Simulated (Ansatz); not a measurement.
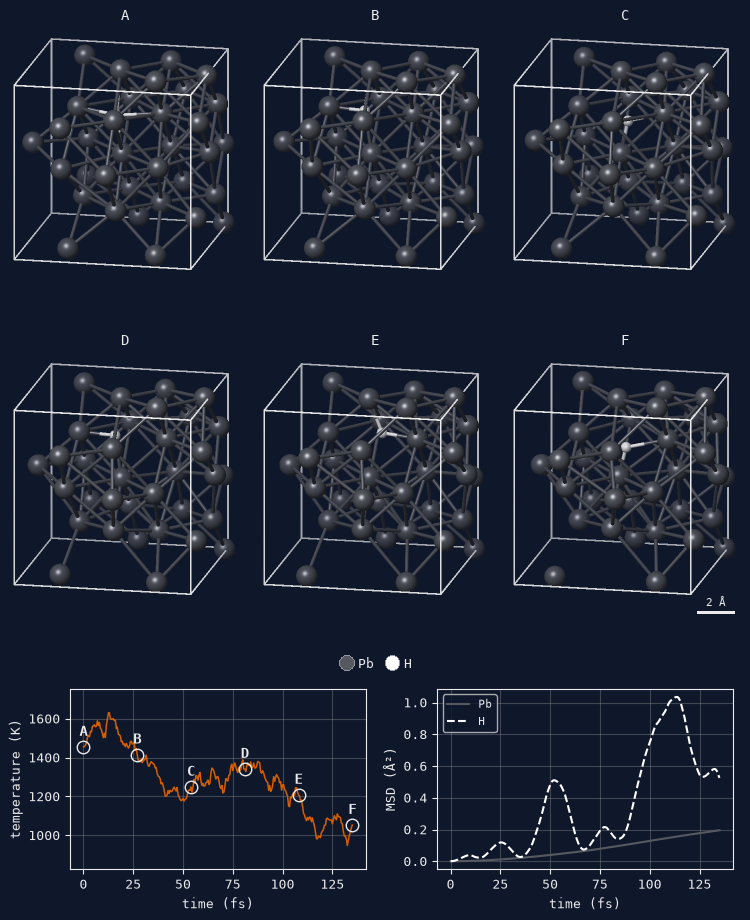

Molecular dynamics of Pb with an interstitial H (33 atoms in the cell), 135 fs long. Frames (A at 0 fs, B at 27 fs, C at 54 fs, D at 81 fs, E at 108 fs, F at 135 fs) and the history of the run. The picture is a ball-and-stick view of the simulation cell, seen slightly off an axis. Bonds to atoms that aren't drawn are left out.

These are results of DFT PBE-D3(BJ), scalar-relativistic, plane waves, PAW (Ansatz), not measurements. Settings: plane-wave cutoff 420 eV; k-point mesh 1 × 1 × 1; Fermi-Dirac smearing 0.15 eV; low-accuracy preset; Langevin thermostat (NVT); set temperature 1500 K; time step 0.5 fs; friction 0.005 per fs.

> Describe the run.

Over the second half the temperature averages 1201 K (spread ±127 K). The potential energy is still drifting at the end, so the run hasn't reached equilibrium. The potential energy in the second half lies on average 85.9 meV per atom above the first frame. In the second half of the run the atoms are, in the root-mean-square, this far from where they began (common drift taken out): H 0.73 Å, Pb 0.36 Å. The run lasts only 135 fs, too short to tell vibration from diffusion.

Limits of the set-up: the program's low-accuracy preset was used.

Cost: 23 min on 4 threads of AMD EPYC 7R13 Processor (Zen 3), with other jobs on the host, peak memory 1.4 GiB.
